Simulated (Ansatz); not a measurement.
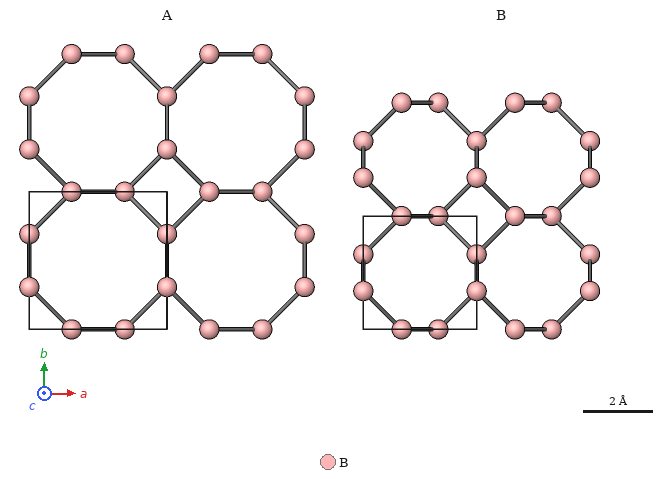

Two geometries of crystalline B (a generated structure, set up in P4_122) (coarse preliminary run), drawn at one scale. One is the start of a relaxation, the other its converged end. Style: ball-and-stick. Shown: the cell of the calculation, repeated 2 × 2 × 1 with one cell outlined, along the c axis.

The calculation used DFT PBE, scalar-relativistic, plane waves, PAW in Ansatz. Settings: plane-wave cutoff 420 eV; k-point mesh 6 × 6 × 6; occupations gaussian; smearing width 0.1 eV; no spin polarisation; cell and atoms relaxed; force threshold 0.04 eV/Å; at most 70 steps.

**Which geometry has the lower energy?**

Structure A is the relaxed one. Over 14 accepted moves (16 points after the start) the energy falls by 561 meV per atom. The largest force component goes from 0.52 to 0.0039 eV/Å. Pressure: 34.26 GPa at the start and −0.23 GPa at the end. At 2 points the geometry stayed and the basis and grid were re-selected for the new cell (energy shift of 25.3 meV per atom at most each time). The largest moves relative to the cell, 0.12 Å, are those of B atoms. The volume changes by +8.2 %, with a = b 3.296 → 4.003 Å (+21.5 %), c 2.544 → 1.866 Å (−26.7 %). Near-neighbour distances that change, for instance: B–B 2.544 → 1.866 Å, B–B 1.659 → 1.802 Å, B–B 1.701 → 1.802 Å. Bond angles that change, for instance: B–B–B 100.2° → 62.4°, B–B–B 97.7° → 116.8°, B–B–B 98.0° → 93.8°. The space group stays P4_122 (No. 91). Cost: 17 s on 1 thread of AMD EPYC 7B13 (Zen 3), with other jobs on the host, peak memory 0.35 GiB.

Limits of the set-up: the k-point mesh is coarse for a cell with partly filled bands.
